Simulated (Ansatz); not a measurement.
# Single-point calculation, with input and output: Ti₁₂H₂N₁₃ (part 2 of 2)

The same run, continued: Ti₁₂H₂N₁₃ (slab, 27 atoms in the cell); DFT PBE+D3(BJ), scalar-relativistic, plane waves, PAW, no spin polarisation (Ansatz 0.2.0); cutoff 420 eV, 3×3×1 k-mesh, Gaussian smearing of 0.1 eV. The structure derives from an entry of the Crystallography Open Database. It belongs to a series of runs on one base structure; here: the whole at its places in the relaxed adsorbed structure.

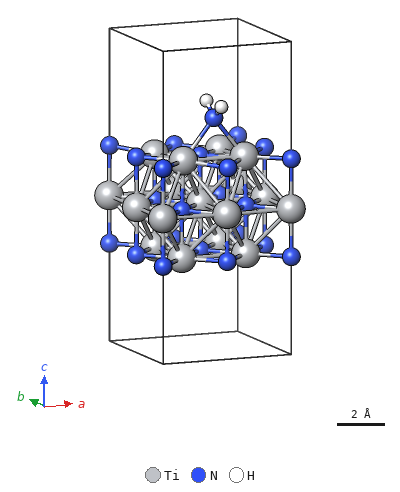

*The structure (ball-and-stick view of the cell of the calculation, with the vacuum cut short, seen slightly off an axis). An atom can appear more than once, as a periodic image.*

**Output, continued**
```
  k-point 1: bands = ["-54.9723", "-54.9313", "-54.9246", "-54.8872", "-54.8493", "-54.8110", "-54.7932", "-54.7515", "-54.6077", "-54.5909", "-54.5480", "-54.5256", "-31.4428", "-31.4403", "-31.4185", "-31.3907", "-31.3800", "-31.3636", "-31.3604", "-31.3338", "-31.3184", "-31.2852", "-31.2726", "-31.2648", "-31.2585", "-31.2431", "-31.2149", "-31.1967", "-31.1098", "-31.0856", "-31.0556", "-31.0311", "-31.0043", "-30.9923", "-30.9798", "-30.9568", "-30.9493", "-30.9263", "-30.9180", "-30.8837", "-30.8656", "-30.8470", "-30.8352", "-30.7906", "-30.7681", "-30.7646", "-30.7499", "-30.7291", "-13.7028", "-13.4699", "-12.7315", "-12.7069", "-12.3903", "-12.3899", "-12.1814", "-12.0098", "-11.8025", "-11.6857", "-11.6274", "-11.4446", "-11.2526", "-4.8985", "-4.3085", "-4.0433", "-4.0188", "-3.8630", "-3.3540", "-3.3414", "-3.1033", "-3.0518", "-2.9822", "-2.8955", "-2.6697", "-2.3833", "-2.3730", "-2.2953", "-2.1891", "-2.1586", "-2.0456", "-1.9152", "-1.8146", "-1.7286", "-1.6579", "-1.6254", "-1.6235", "-1.4576", "-1.3998", "-1.3624", "-1.3529", "-1.2118", "-1.2067", "-1.1001", "-0.9692", "-0.8123", "-0.6315", "-0.5361", "-0.5252", "-0.1361", "0.0760", "0.3572", "1.5808", "1.7294", "2.2280", "2.4346", "2.7745", "2.9638", "3.1613", "3.1841", "3.3012", "3.3270", "3.4812", "3.5215", "3.5985", "3.6871", "3.7850", "3.9278", "4.0610", "4.2679", "4.2758", "4.4160", "4.4267", "4.4850", "4.5665", "4.5790", "4.7455", "4.8103", "4.8709", "4.9020", "4.9493", "5.0511", "5.1112", "5.1719", "5.2468"]
  k-point 2: bands = ["-54.9668", "-54.9395", "-54.9189", "-54.8996", "-54.8362", "-54.8175", "-54.7816", "-54.7607", "-54.6110", "-54.5815", "-54.5570", "-54.5224", "-31.4524", "-31.4307", "-31.4135", "-31.4015", "-31.3742", "-31.3510", "-31.3489", "-31.3386", "-31.3381", "-31.3199", "-31.2916", "-31.2766", "-31.2423", "-31.2399", "-31.1858", "-31.1507", "-31.1176", "-31.0896", "-31.0375", "-31.0041", "-30.9904", "-30.9884", "-30.9854", "-30.9695", "-30.9576", "-30.9450", "-30.9383", "-30.9128", "-30.8600", "-30.8270", "-30.8181", "-30.8120", "-30.7814", "-30.7623", "-30.7584", "-30.7166", "-13.7069", "-13.4674", "-12.7349", "-12.7035", "-12.3953", "-12.3844", "-12.1403", "-12.0210", "-11.8014", "-11.7225", "-11.5839", "-11.4904", "-11.2419", "-4.8645", "-4.2623", "-4.1211", "-4.0378", "-3.8218", "-3.4801", "-3.3683", "-3.1101", "-3.0433", "-2.8839", "-2.7892", "-2.6641", "-2.4325", "-2.2935", "-2.2813", "-2.2312", "-2.1096", "-2.0973", "-1.9172", "-1.7497", "-1.7447", "-1.6932", "-1.6917", "-1.5584", "-1.5392", "-1.4051", "-1.3634", "-1.2667", "-1.2163", "-1.2102", "-1.0602", "-0.9414", "-0.9033", "-0.7213", "-0.5002", "-0.3407", "-0.1187", "-0.0571", "0.0745", "1.6782", "1.8170", "2.1917", "2.3933", "2.8313", "2.8999", "3.1574", "3.1783", "3.2974", "3.4702", "3.5055", "3.5762", "3.5874", "3.6266", "3.7422", "3.8848", "4.0170", "4.2215", "4.2372", "4.3962", "4.4820", "4.5033", "4.5193", "4.5549", "4.7380", "4.8141", "4.8577", "4.8950", "5.0173", "5.0602", "5.1855", "5.1955", "5.2324"]
  k-point 4: bands = ["-54.9654", "-54.9383", "-54.9153", "-54.8966", "-54.8398", "-54.8207", "-54.7830", "-54.7619", "-54.6049", "-54.5877", "-54.5507", "-54.5288", "-31.4174", "-31.4055", "-31.3796", "-31.3636", "-31.3506", "-31.3379", "-31.3192", "-31.2938", "-31.2792", "-31.2739", "-31.2579", "-31.2537", "-31.2514", "-31.2369", "-31.2056", "-31.1747", "-31.1195", "-31.0969", "-31.0831", "-31.0743", "-31.0622", "-31.0342", "-31.0111", "-30.9961", "-30.9621", "-30.9328", "-30.9287", "-30.9179", "-30.8533", "-30.8379", "-30.8174", "-30.8168", "-30.8030", "-30.7890", "-30.7608", "-30.7526", "-13.6600", "-13.2520", "-12.7152", "-12.7077", "-12.6902", "-12.2034", "-12.0177", "-11.9425", "-11.8340", "-11.8276", "-11.6093", "-11.4991", "-11.4271", "-4.8864", "-3.8867", "-3.8296", "-3.7137", "-3.6801", "-3.6235", "-3.2722", "-3.1745", "-3.0715", "-2.9164", "-2.8527", "-2.7221", "-2.5555", "-2.2829", "-2.2761", "-2.2113", "-2.1675", "-2.0712", "-1.9989", "-1.9132", "-1.8288", "-1.7654", "-1.7031", "-1.6686", "-1.6254", "-1.5565", "-1.4891", "-1.4037", "-1.2514", "-1.0886", "-1.0187", "-1.0034", "-0.9493", "-0.9001", "-0.7367", "-0.5760", "-0.3130", "0.0908", "0.3260", "1.6122", "2.3566", "2.3965", "2.4752", "2.7264", "3.1043", "3.3164", "3.4023", "3.5300", "3.6649", "3.7326", "3.7575", "3.9208", "3.9737", "3.9884", "4.0392", "4.1294", "4.1807", "4.2356", "4.3412", "4.4095", "4.4548", "4.5304", "4.5417", "4.6578", "4.7514", "4.7764", "4.8278", "4.8702", "4.9184", "4.9836", "5.0246", "5.0553"]
```

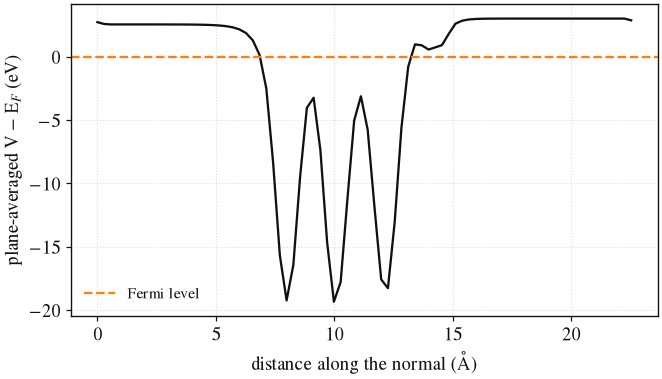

*Plane average of the electrostatic potential energy of an electron across the cell, from the Fermi level.*

The vacuum level lies 3.02 eV above the Fermi level on the upper side and 2.56 eV on the lower.

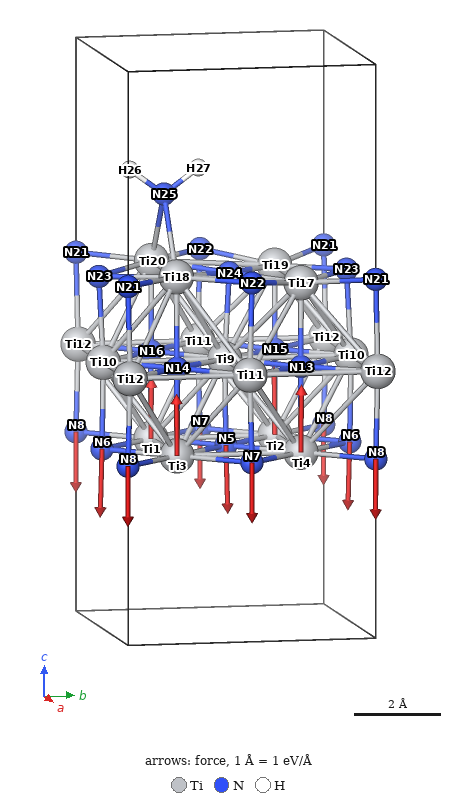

*Forces on the atoms as red arrows (ball-and-stick view of the cell of the calculation, with the vacuum cut short, seen slightly off an axis; atoms are numbered from 1 in the order of the input); the smallest are left out.*

The largest act on N5, N6 (1.64 eV/Å); Ti2, Ti4 (1.63 eV/Å); Ti1, Ti3 (1.47 eV/Å); N7, N8 (1.45 eV/Å). The geometry is not a stationary point of this energy.

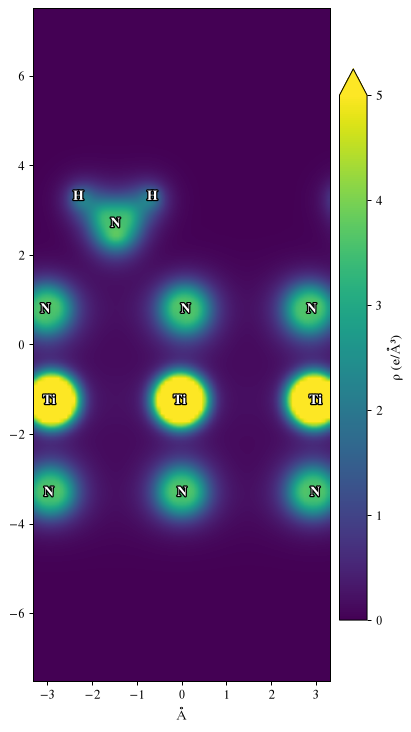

*Valence pseudo-density on the (100) plane of the calculation cell, a cut from vacuum to vacuum.*

N–H (1.02 Å): the density is about 2.8 e/Å³ at the midpoint. Ti–N (2.06 Å): the density is about 0.59 e/Å³ at the midpoint. Ti–N (2.06 Å): ρ is about 0.59 e/Å³ halfway. The density dies away to nearly zero in the vacuum. The fields are those of the smooth PAW valence density.

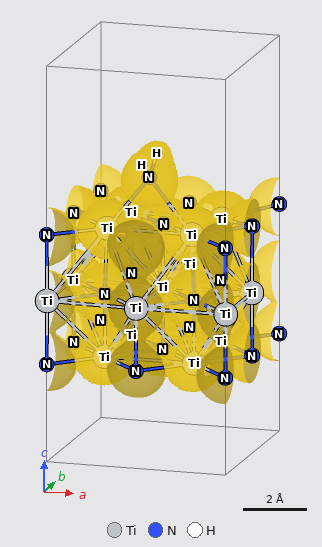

*Isosurface of the valence electron density at 0.5 e/Å³ (yellow), seen slightly off an axis. Sticks mark near contacts.*

At this value the density is joined into sheets; it holds about 80 % of the electrons treated as valence (semicore included). It is pinched off along the Ti–Ti (2.83 Å) contacts. On the grid the lowest density along these lines, outside the cores, is 2.2 e/Å³ (N–H, 1.02 Å), 0.68 e/Å³ (Ti–N, 1.99 Å), 0.21 e/Å³ (Ti–Ti, 2.83 Å) and 0.62 e/Å³ (Ti–N, 2.03 Å).

The run was set up as follows.

**Input**
```yaml
crystal:
  lattice:
    - [5.9476498275, 0.0, 0.0]
    - [0.0, 5.9476498275, 0.0]
    - [0.0, 0.0, 22.8194748488]
  atoms:
    - { symbol: Ti, position: [0.25, 0.25, 0.3505777435] }
    - { symbol: Ti, position: [0.25, 0.75, 0.3505777435] }
    - { symbol: Ti, position: [0.75, 0.25, 0.3505777435] }
    - { symbol: Ti, position: [0.75, 0.75, 0.3505777435] }
    - { symbol: "N", position: [0.5, 0.5, 0.3505777435] }
    - { symbol: "N", position: [0.5, 0.0, 0.3505777435] }
    - { symbol: "N", position: [0.0, 0.5, 0.3505777435] }
    - { symbol: "N", position: [0.0, 0.0, 0.3505777435] }
    - { symbol: Ti, position: [0.4999951958, 0.4950937221, 0.4406453926] }
    - { symbol: Ti, position: [0.5000048042, 0.0049062779, 0.4406453926] }
    - { symbol: Ti, position: [-2.045e-07, 0.4915513613, 0.4416161397] }
    - { symbol: Ti, position: [2.045e-07, 0.0084486387, 0.4416161397] }
    - { symbol: "N", position: [0.751552257, 0.7499989573, 0.4396370782] }
    - { symbol: "N", position: [0.7501504577, 0.2500007928, 0.4416361992] }
    - { symbol: "N", position: [0.248447743, 0.7500010427, 0.4396370782] }
    - { symbol: "N", position: [0.2498495423, 0.2499992072, 0.4416361992] }
    - { symbol: Ti, position: [0.7533513057, 0.7500068515, 0.5269223102] }
    - { symbol: Ti, position: [0.7377612387, 0.2500129584, 0.5361456939] }
    - { symbol: Ti, position: [0.2466486943, 0.7499931485, 0.5269223102] }
    - { symbol: Ti, position: [0.2622387613, 0.2499870416, 0.5361456939] }
    - { symbol: "N", position: [3.5918e-06, -0.0001549337, 0.5373459311] }
    - { symbol: "N", position: [-3.5918e-06, 0.5001549337, 0.5373459311] }
    - { symbol: "N", position: [0.5000080766, -0.0131825391, 0.5300815421] }
    - { symbol: "N", position: [0.4999919234, 0.5131825391, 0.5300815421] }
    - { symbol: "N", position: [0.5, 0.25, 0.6138276204] }
    - { symbol: H, position: [0.4998366657, 0.1111917688, 0.6403559668] }
    - { symbol: H, position: [0.5001633343, 0.3888082312, 0.6403559668] }
basis:
  ecutwfc: 420
kpoints:
  mp_grid: { grid: [3, 3, 1] }
hamiltonian:
  xc: pbe
  dispersion: d3bj
scf:
  occupations: { method: gaussian, width: 0.1 }
output:
  forces: true
  eigenvalues: true
  write_density: true
  volumetric_format: npy
efield:
  axis: 3
  dipole_correction: true
  ramp_width: 0.04
```

Run as:
```bash
ansatz run input.yaml --threads 8 --pin off --max-ram 20480MiB --backend cpu --events-out ev --progress --plain --runs-dir out
```

**Results in brief**

```tsv
quantity	value
outcome	converged
electrons treated	211
free energy	−35063.8589 eV
work function, top face	3.02 eV
work function, bottom face	2.56 eV
Fermi energy	2.998 eV
gap on the k-point mesh	none (metallic)
work function (upper face)	3.02 eV
largest force (length of the vector)	1.636 eV/Å
hardware	8 threads of Arm Neoverse V1, 24 GiB of memory available, shared host
wall time	11 s (CPU time 86 s)
peak memory	2.5 GiB
```

**Notes**

The cell holds an odd number of electrons but the run has no spin polarisation, so a band is left half filled.
